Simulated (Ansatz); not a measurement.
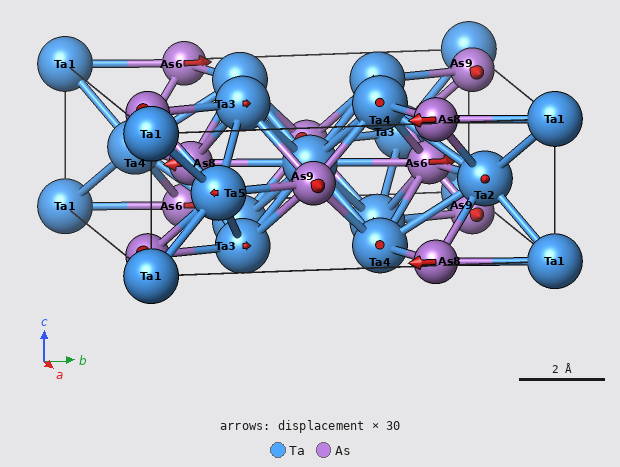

A relaxation of a crystal of Ta5As4 (set up in I4/m). The starting structure is drawn; red arrows show the displacements (the part carried along by the change of the cell is left out), 30 times their true length.

Style: ball-and-stick. Shown: the conventional cell (2 times the calculation's cell), slightly off an axis. Lengths and directions refer to the drawn axes.

Theory: Ansatz 0.2.0, DFT PBEsol, scalar-relativistic, plane waves, PAW.

Input file:
```yaml
crystal:
  lattice:
    - [-4.89875, 4.89875, 1.7148]
    - [4.89875, -4.89875, 1.7148]
    - [4.89875, 4.89875, -1.7148]
  atoms:
    - { symbol: Ta, position: [0.0, 0.0, 0.0] }
    - { symbol: Ta, position: [0.6318, 0.305, 0.9368] }
    - { symbol: Ta, position: [0.695, 0.6318, 0.3268] }
    - { symbol: Ta, position: [0.3682, 0.695, 0.0632] }
    - { symbol: Ta, position: [0.305, 0.3682, 0.6732] }
    - { symbol: As, position: [0.716, 0.0518, 0.7678] }
    - { symbol: As, position: [0.9482, 0.716, 0.6642] }
    - { symbol: As, position: [0.284, 0.9482, 0.2322] }
    - { symbol: As, position: [0.0518, 0.284, 0.3358] }
basis:
  ecutwfc: 420
kpoints:
  mp_grid: { grid: [12, 12, 12] }
hamiltonian:
  xc: pbesol
scf:
  occupations: { method: gaussian, width: 0.1 }
output:
  forces: true
  stress: true
  eigenvalues: true
relax:
  adjacent_minimum: "off"
  f_tol: 0.005
  max_steps: 80
  cell: { stress_tol: 0.05 }
```

Command:
```bash
ansatz run input.yaml --threads 2 --pin off --max-ram 5120MiB --backend cpu --events-out ev --progress --plain --runs-dir out
```

### Atoms of which element are displaced furthest, and by how much?

Arsenic: up to 0.023 Å, against 0.007 Å for tantalum.

### What happened in the run?

Over 4 accepted moves (6 points after the start) the energy falls by 2.2 meV per atom. The largest force component goes from 0.16 to 0.0006 eV/Å. Pressure: −1.53 GPa at the start and 0.00 GPa at the end. The line search rejected the trial step at point 1 of the run. At 1 point the geometry stayed and the basis and grid were re-selected for the new cell (energy shift of 0.1 meV per atom at most each time). The largest moves relative to the cell, 0.023 Å, are those of As6, As7, As8 and As9. As8 goes along −b. By element the largest moves are As 0.023 Å, Ta 0.007 Å. The volume changes by −1.4 %, with a = b 9.797 → 9.785 Å (−0.1 %), c 3.430 → 3.391 Å (−1.1 %). Near-neighbour distances that change, for instance: Ta1–Ta1 3.430 → 3.391 Å, Ta1–As6 2.828 → 2.847 Å, Ta1–Ta2 2.874 → 2.856 Å, Ta2–Ta3 3.261 → 3.250 Å. The space group stays I4/m (No. 87). Cost: 5.3 min on 2 threads of Intel(R) Xeon(R) 6975P-C (Granite Rapids), on a shared host, peak memory 2.1 GiB.
